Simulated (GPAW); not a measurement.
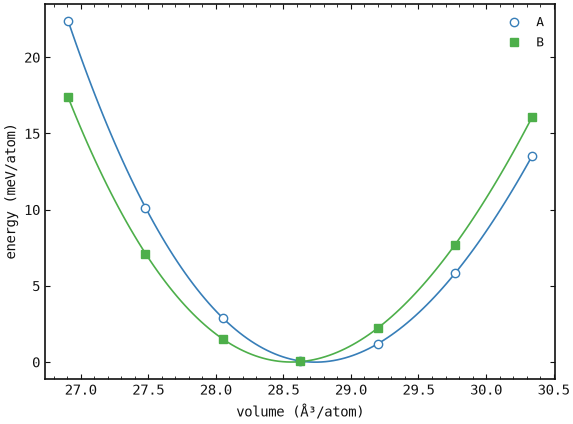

The plot gives the computed energy against volume, with one curve for each functional, for GaSb (space group F-43m). The labels are replaced by letters. In alphabetical order the cases are: PBEsol; r2SCAN.

Method: PAW DFT in plane waves, on a grid or in atomic orbitals, no spin polarisation; energies at scaled volumes of the given cell, shape and fractions fixed, counted from the fit's minimum, third-order Birch-Murnaghan fit (GPAW 26.7.0). All runs: no spin polarisation.

k mesh 8×8×8; occupations Fermi–Dirac; smearing width 0.05 eV; wave cutoff 600 eV.

**Which letter stands for which functional?**

A: r2SCAN; B: PBEsol.
